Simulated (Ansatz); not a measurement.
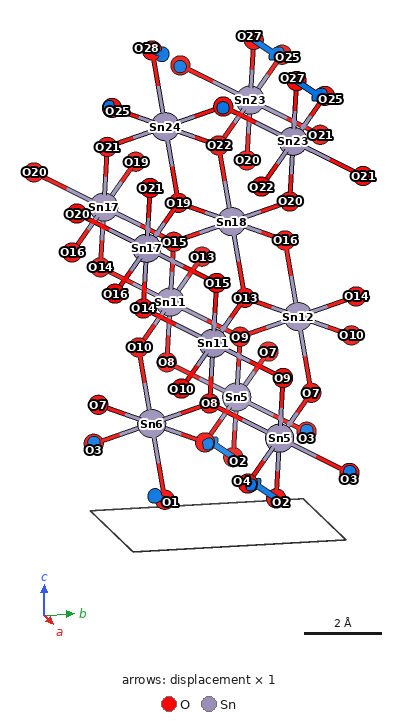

A (1 0 1) slab of SnO2 as cut from the relaxed bulk. The blue arrows show how the atoms are displaced, at true length. The picture is a ball-and-stick view of the cell of the calculation, outlined in the plane, without the vacuum, seen slightly off an axis.

Computed with DFT PBEsol, scalar-relativistic, plane waves, PAW in Ansatz 0.2.0. (plane-wave cutoff 420 eV; occupations gaussian; no spin polarisation) The k-mesh is chosen for each cell (6×6×8, 6×5×1). Smearing widths differ between the runs.

**Describe the change and its computed effect.**

The atoms of the slab are relaxed at the bulk's in-plane cell. The slab isn't stoichiometric; relaxing it gains 2.472 J/m². The top spacing, between the O2 and O2 planes, goes from 1.03 to 0.63 Å (−39.1 %), the bottom one (O2 to O2) from 1.03 to 0.63 Å (−39.1 %). The lattice vectors keep their values. The largest moves relative to the layer's centre, 1.10 Å, are those of O atoms. Largest moves by element: O 1.10 Å, Sn 0.18 Å. Near-neighbour distances before and after: O–O 2.925 → 1.434 Å, O–Sn 2.069 → 2.032 to 2.417 Å.
